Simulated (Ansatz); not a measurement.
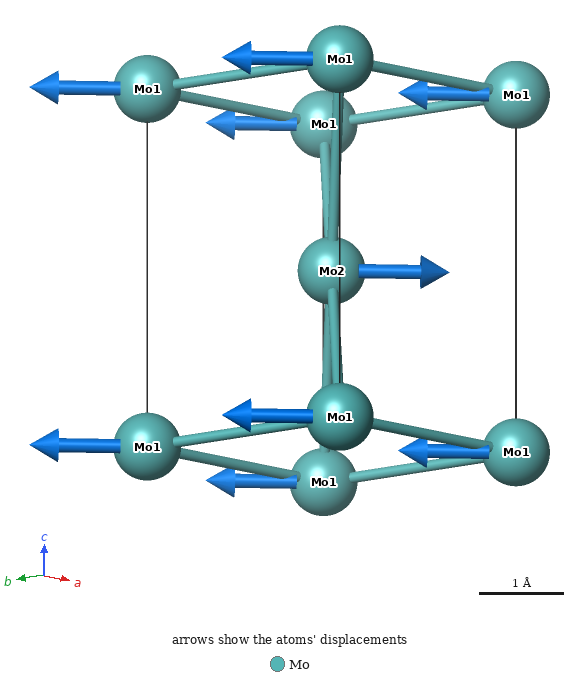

Normal modes of solid Mo, space group Im-3m (No. 229), at the zone centre of a doubled cell. The levels lie at 140, 197, 272 cm⁻¹. One mode is drawn. Displacements are drawn as blue arrows; their common scale and sign are arbitrary. Style: ball-and-stick. Shown: the cell of the calculation, from a free direction.

All numbers below come from DFT PBEsol, scalar-relativistic, plane waves, PAW (Ansatz 0.2.0). Settings: plane-wave cutoff 420 eV; k-point mesh 24 × 24 × 14; occupations gaussian; smearing width 0.15 eV; no spin polarisation.

To which level does it belong?

Answer. The level at 197 cm⁻¹. This is a non-degenerate mode, level 2 of 3, counted from below (the three translations aside). All motion is along [1 −1 0] of the drawn cell; atoms of one kind move against one another, with no net shift of their sublattice. It changes sign from one half of the doubled cell to the other: it belongs to the zone boundary, q = (0, 0, 1/2) in the reciprocal vectors of the undoubled cell.
